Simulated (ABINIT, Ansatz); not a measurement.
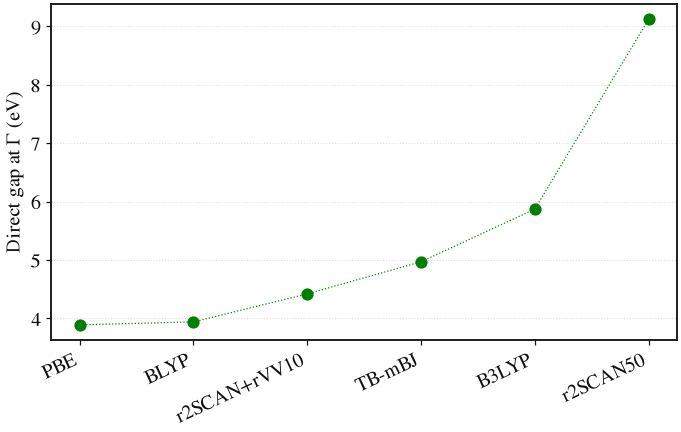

Direct gap at Γ, by several methods on one cell of fluorite-type ZrO2, space group Fm-3m, 3 atoms in the primitive cell; cubic a = 5.090 Å. All runs are without spin-orbit coupling and carry no moments. The cell is at 4 GPa in PBE. The smallest gap is indirect or lies off these points.

How do the methods rank at Γ?

Answer. From low to high: PBE 3.89, BLYP 3.94, r2SCAN+rVV10 4.42, TB-mBJ 4.97, B3LYP 5.87, r2SCAN50 9.12 eV.

| method | program | Γ (eV) |
| --- | --- | --- |
| PBE | Ansatz | 3.89 |
| BLYP | Ansatz | 3.94 |
| r2SCAN+rVV10 | Ansatz | 4.42 |
| TB-mBJ | ABINIT | 4.97 |
| B3LYP | Ansatz | 5.87 |
| r2SCAN50 | Ansatz | 9.12 |

Settings. PBE: Ansatz PAW, 9×9×9 k mesh, 420 eV cutoff, Fermi-Dirac smearing of 0.05 eV (Ansatz 0.2.0). BLYP: BLYP with D4 dispersion, Ansatz PAW, 9×9×9 k mesh, 420 eV cutoff, Fermi-Dirac smearing of 0.05 eV (Ansatz). r2SCAN+rVV10: Ansatz PAW, 9×9×9 k mesh, 500 eV cutoff, fixed occupations (Ansatz 0.2.0). TB-mBJ: JTH PAW LDA v2.0, 9×9×9 k mesh, 762 eV cutoff, Fermi-Dirac smearing of 0.05 eV (ABINIT 10.8.3 (patched build)). B3LYP: Ansatz PAW, 5×5×5 k mesh, 420 eV cutoff, Fermi-Dirac smearing of 0.05 eV (Ansatz 0.2.0). r2SCAN50: Ansatz PAW, 5×5×5 k mesh, 500 eV cutoff, Fermi-Dirac smearing of 0.05 eV (Ansatz 0.2.0).

These are six of the 34 methods that were run on this cell. The runs come from different programs and meshes, which adds differences of its own. The usual form of ZrO2 is monoclinic (baddeleyite). BLYP, r2SCAN+rVV10, TB-mBJ, B3LYP and r2SCAN50: the PAW data sets were made with another functional. LDA, GGA and most meta-GGA functionals understate gaps. B3LYP and r2SCAN50: the k mesh is coarse, so the values aren't converged, least of all with exact exchange. TB-mBJ: the constant c of TB-mBJ comes from the pseudo density here, which moves gaps by up to 0.3 eV between sets of potentials. Over all k points computed the smallest gap is 3.41 eV in PBE (mesh alone), 3.46 eV in BLYP (mesh alone), 3.92 eV in r2SCAN+rVV10 (mesh alone), 4.52 eV in TB-mBJ, 5.30 eV in B3LYP and 8.46 eV in r2SCAN50, and a mesh with an odd division can miss a smaller one.
